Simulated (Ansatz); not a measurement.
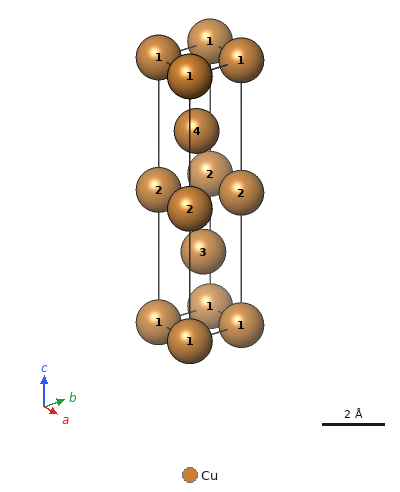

*The structure as given in the input (spheres-only view of the cell of the calculation, seen slightly off an axis; atoms are numbered from 1 in the order of the input).*

## Single-point calculation, with input and output: Cu

The run: single-point calculation of Cu (4 atoms in the cell). Method and program: DFT r2SCAN, scalar-relativistic, plane waves, PAW, no spin polarisation (Ansatz 0.2.0).

The structure was made by swapping elements on the sites of another compound; it need not be a known phase. It belongs to a series of runs on one base structure; here: Ag -> Cu on all its sites, cell and atoms relaxed. Figures and captions count atoms from 1; the log counts them from 0 in places.

**Output**
```
Engine: ansatz 0.2.0, x86_64-unknown-linux-gnu
Pseudopotentials: kind: paw
Pseudopotential: Cu, paw, valence charge 19, recommended cutoff 500 eV (meta_gga), Cu.paw.azcp
Functional definition: r2SCAN
  parameter k0 = 0.174
  parameter k1 = 0.065
  parameter a1 = 4.9479
  exchange = r2scan_x(k0 = k0, k1 = k1, a1 = a1)
  correlation = r2scan_c
Crystal: 4 atoms, lattice volume = 57.199 Å³
Basis set: ecut = 500 eV, 1389 PW (Γ), exchange–correlation on 80×80×288 points (64 copies of the dense FFT grid, shifted against one another)
Bands: 46, of which v1, the nominal top of the filled ones, is band 38 counted from 1 (37 counted from 0)
Symmetry: 24 space group operations
Space group: P63/mmc (ITA 194), of the structure as read, at distance tolerance 3.9e-5 Å
k-points: 14 of 72
Non-local potential: Cu, projectors of the file, l = 0: 3, l = 1: 2, l = 2: 3, l = 3: 1
PAW form: soft (Blöchl's): semilocal exchange-correlation on the pseudo side does not see the compensation charge
PAW frozen core: Cu, regenerated for the run's functional (the file was generated under x = pbe(κ = 0.804, μ = 0.2195149727645171), c = pbe(β = 0.06672455060314922))
PAW one-centre angular grid: Cu, 590 points (default); XC on 160 Gauss nodes
Initial density: superposition of atomic densities (neutral atoms: chi_scale 0, normalization atom), corrected by the library's trained network
Initial wavefunctions: pseudopotential atomic-orbital guess
Functional: x = r2scan, c = r2scan; τ floored in thin density (d = 2e-4 eV/Å³)
SCF iter   1: F=—  HF=-26524.048607 eV  |F-HF|=—  |Δ(HF+E_count)|=         —  Δρ=4.19e-2  dr2=5.76e-1  dr2_τ=5.26e-3  ethr=1.77e-3  ⟨swp⟩=5.7  Hψ=2060  notcnv=0  defer=19
preconditioner: auto → Resta (q_TF=auto, 2.861 Å⁻¹)  ε∞=11.6  [insulator: Δε(μ)=0.381 eV  Ē_g=10.013 eV  σ=0.100 eV  W_gap=0.53  n_scr=26 (ndim 8)  ℏωp=32.6 eV  f_vac=0.000  D(μ)=2.67/eV (n_scr^D=26)  ε∞_Penn≈11.6]
SCF iter   2: F=—  HF=-26524.016419 eV  |F-HF|=—  |Δ(HF+E_count)|=   3.22e-2  Δρ=2.16e-2  dr2=1.22e-1  dr2_τ=5.68e-3  ethr=7.58e-4  ⟨swp⟩=2.4  Hψ=1134  notcnv=0  defer=36
SCF iter   3: F=—  HF=-26523.957934 eV  |F-HF|=—  |Δ(HF+E_count)|=   5.85e-2  Δρ=7.73e-3  dr2=2.43e-2  dr2_τ=1.48e-4  ethr=1.61e-4  ⟨swp⟩=2.1  Hψ=1076  notcnv=0  defer=22
automatic band count: iteration 3 solves 45 bands in place of 46: the levels show a gap, and the empty bands left out lie too high to hold charge; the band table lists the bands solved (type scf.n_extra_bands for more)
SCF iter   4: F=—  HF=-26523.951857 eV  |F-HF|=—  |Δ(HF+E_count)|=   6.08e-3  Δρ=1.23e-3  dr2=6.72e-4  dr2_τ=2.30e-5  ethr=3.20e-5  ⟨swp⟩=1.4  Hψ=723  notcnv=0  defer=22
SCF iter   5: F=—  HF=-26523.952896 eV  |F-HF|=—  |Δ(HF+E_count)|=   1.04e-3  Δρ=2.71e-3  dr2=2.84e-3  dr2_τ=1.27e-5  ethr=8.84e-7  ⟨swp⟩=2.0  Hψ=1140  notcnv=0  defer=22
SCF iter   6: F=—  HF=-26523.952479 eV  |F-HF|=—  |Δ(HF+E_count)|=   4.17e-4  Δρ=5.01e-4  dr2=7.42e-5  dr2_τ=8.41e-7  ethr=8.84e-7  ⟨swp⟩=2.3  Hψ=1002  notcnv=0  defer=22
SCF iter   7: F=—  HF=-26523.952463 eV  |F-HF|=—  |Δ(HF+E_count)|=   1.59e-5  Δρ=1.24e-4  dr2=9.79e-6  dr2_τ=6.53e-8  ethr=9.76e-8  ⟨swp⟩=2.5  Hψ=909  notcnv=0  defer=22
SCF iter   8: F=—  HF=-26523.952464 eV  |F-HF|=—  |Δ(HF+E_count)|=   4.02e-7  Δρ=3.32e-5  dr2=6.62e-7  dr2_τ=5.02e-9  ethr=1.29e-8  ⟨swp⟩=2.2  Hψ=866  notcnv=0  defer=22
SCF iter   9: F=—  HF=-26523.952464 eV  |F-HF|=—  |Δ(HF+E_count)|=   9.71e-8  Δρ=3.19e-5  dr2=3.85e-7  dr2_τ=1.35e-9  ethr=1.32e-10  ⟨swp⟩=8.2  Hψ=2719  notcnv=0
SCF iter  10: F=-26523.952464 eV  HF=-26523.952464 eV  |F-HF|=1.89e-9  |Δ(HF+E_count)|=   4.14e-9  Δρ=2.90e-6  dr2=4.91e-9  dr2_τ=1.44e-10  ethr=1.32e-10  ⟨swp⟩=2.7  Hψ=2157  notcnv=0
SCF 1 converged in 10 iterations: F = -26523.952464 eV  dr2 = 4.91e-9
  greatest PAW one-centre occupation: 1.000 electrons in one spin orbital (limit 2), on the Cu atom at site 3 (counted from 0), in its partial waves of l = 0
```

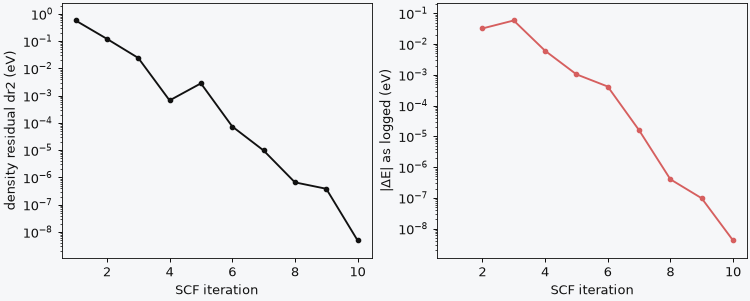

*Convergence of the self-consistent field: density residual dr2 and size of the energy change against the SCF iteration.*

The residual comes down, with one marked jump up, by a factor of about 4, at step 5.

```
SCF converged after 10 iterations
Free energy (F): -26523.952464 eV
Harris-Foulkes:  -26523.952464 eV  (|F-HF|=1.89e-9)
Internal energy: -26523.938688 eV  (E = F + TS)
E sigma→0 (E₀):  -26523.945576 eV
Entropy (-TS):   -0.013776 eV (-3.444 meV/atom)
Fermi energy:    12.727589 eV
--- Per-component energies (eV) ---
  E_band       = -1789.067587
  E_kinetic    = 1191.213802
  E_local      = -17634.559910  (includes V_loc(G=0)·N_el)
  E_nonlocal   = 1594.603621
  E_hartree    = 7750.894681
  E_xc         = -327.772893
  E_vxc        = -487.302340  (∫ρ·V_xc dr)
  E_paw        = -6725.920372  (= ΣΔE_a)
  E_vpaw       = -1989.740970  (= ΣTr[D̂ρ^β])
  E_aug_tail   = 0.000647  (compensation charges beyond the density's cutoff)
  E_vtau       = 34.934395  (kinetic-family band-sum trace: ∫τ·v_τ [+ j·A + Jᵃ·Aᵃ] dr)
  E_ewald      = -12371.193832
  E_core_change = -1.204432  (= ΣΔE_core)
  E_smearing   = -0.013776  (= −TS)
  E_closure    = 0.000000  (closes the sum)
  Σ components = -26523.952464   (vs F -26523.952464, Δ=0.00e0)
--- Forces (eV/Å), atoms counted from 1 ---
  atom   1  Cu     0.00000000    -0.00000000     0.00000000
  atom   2  Cu     0.00000000    -0.00000000     0.00000000
  atom   3  Cu    -0.00000000    -0.00000000     0.00000000
  atom   4  Cu     0.00000000    -0.00000000     0.00000000
  max |Σ_I F_I| component: 4.63e-18 eV/Å
--- Stress (GPa, compression-positive) ---
      -19.142604      -0.000000       0.000000
       -0.000000     -19.142604       0.000000
        0.000000       0.000000     -22.207539
  P = ⅓ Tr σ = -20.1642 GPa (-201.642 kbar)
--- Band table (eV; the first three rows and the last of 14) ---
  k-point 0: bands = ["-103.1461", "-103.1459", "-103.1172", "-103.1170", "-58.9993", "-58.9843", "-58.9566", "-58.9492", "-58.9492", "-58.9487", "-58.9487", "-58.9416", "-58.9196", "-58.9196", "-58.9190", "-58.9190", "4.5524", "6.4967", "6.5119", "8.6089", "10.0871", "10.1004", "10.2606", "10.2606", "10.2619", "10.2619", "10.2716", "10.4158", "10.4158", "10.4215", "10.4215", "10.7628", "10.7628", "10.9692", "10.9692", "11.0704", "11.0704", "11.2982", "11.2982", "12.3154", "15.9272", "24.2454", "24.2489", "32.7498", "32.7498"]
  k-point 1: bands = ["-103.1460", "-103.1460", "-103.1171", "-103.1171", "-58.9931", "-58.9931", "-58.9489", "-58.9489", "-58.9489", "-58.9489", "-58.9478", "-58.9478", "-58.9193", "-58.9193", "-58.9193", "-58.9193", "5.0652", "5.0652", "8.1591", "8.1591", "10.1928", "10.1928", "10.3008", "10.3008", "10.3008", "10.3008", "10.3618", "10.3618", "10.3618", "10.3618", "10.6929", "10.6929", "10.8599", "10.8599", "10.8599", "10.8599", "11.2076", "11.2076", "11.2076", "11.2076", "19.0166", "19.0166", "30.2818", "30.2818", "33.1313"]
  k-point 2: bands = ["-103.1452", "-103.1450", "-103.1164", "-103.1162", "-58.9956", "-58.9841", "-58.9638", "-58.9587", "-58.9518", "-58.9511", "-58.9501", "-58.9430", "-58.9289", "-58.9282", "-58.9220", "-58.9213", "5.3572", "7.2077", "7.2212", "9.0059", "9.8694", "9.9517", "10.0650", "10.0998", "10.2005", "10.3515", "10.4073", "10.4104", "10.4641", "10.5488", "10.6226", "10.6388", "10.6502", "10.6624", "10.9985", "11.0621", "11.2358", "11.2510", "11.3212", "14.0794", "16.2274", "24.8687", "24.9023", "25.8913", "27.7908"]
  k-point 13: bands = ["-103.1419", "-103.1419", "-103.1133", "-103.1133", "-58.9822", "-58.9822", "-58.9801", "-58.9801", "-58.9758", "-58.9758", "-58.9490", "-58.9490", "-58.9450", "-58.9450", "-58.9440", "-58.9440", "9.4687", "9.4687", "9.5329", "9.5329", "9.6020", "9.6020", "9.7175", "9.7175", "10.1141", "10.1141", "10.1404", "10.1404", "10.6866", "10.6866", "10.9005", "10.9005", "11.2270", "11.2270", "11.2998", "11.2998", "16.0270", "16.0270", "16.1259", "16.1259", "16.4892", "16.4892", "19.5310", "19.5310", "20.2912"]
```

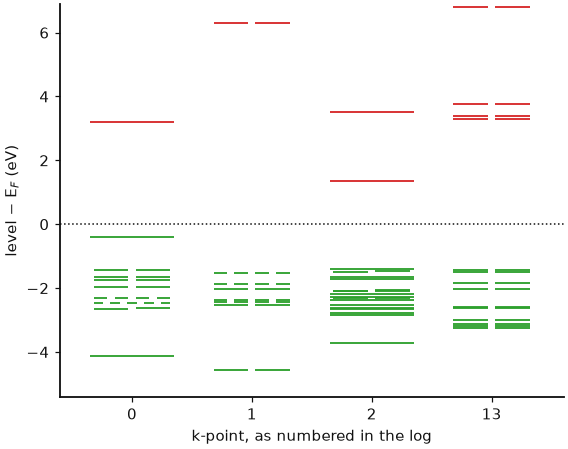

*Kohn–Sham levels near the Fermi level (dotted) at the few k-points that the log prints; levels within 0.02 eV of each other stand side by side.*

The system is metallic on the full mesh.

The run was set up as follows.

**Input**
```yaml
crystal:
  lattice:
    - [2.7243669335, 0.0, 0.0]
    - [-1.3621834667, 2.3593709737, 0.0]
    - [0.0, 0.0, 8.8986359032]
  atoms:
    - { symbol: Cu, position: [0.0, 0.0, 0.0] }
    - { symbol: Cu, position: [0.0, 0.0, 0.5] }
    - { symbol: Cu, position: [0.3333333333, 0.6666666667, 0.25] }
    - { symbol: Cu, position: [0.6666666667, 0.3333333333, 0.75] }
basis:
  ecutwfc: 500
kpoints:
  mp_grid: { grid: [6, 6, 2] }
hamiltonian:
  xc: r2scan
scf:
  occupations: { method: gaussian, width: 0.1 }
output:
  forces: true
  stress: true
  eigenvalues: true
```

Command:
```bash
ansatz run input.yaml --threads 1 --pin off --max-ram 2560MiB --backend cpu --events-out ev --progress --plain --runs-dir out
```

**Summary**

| quantity | value |
| --- | --- |
| outcome | converged |
| space group (tolerance 0.01 Å) | P6₃/mmc (194) |
| electrons treated | 76 |
| free energy | −26523.9525 eV |
| Fermi energy | 12.728 eV |
| gap on the k-point mesh | none (metallic) |
| pressure | −20.16 GPa |
| largest force (length of the vector) | under 0.001 eV/Å |
| hardware | 1 thread of Oxide Virtual Turin-like (Zen 5), 32 GiB of memory available, shared host |
| wall time | 5.7 s |
| peak memory | 0.49 GiB |

**Remarks**

The cell is under a tension of 20 GPa at this level, so it is not at its equilibrium volume.
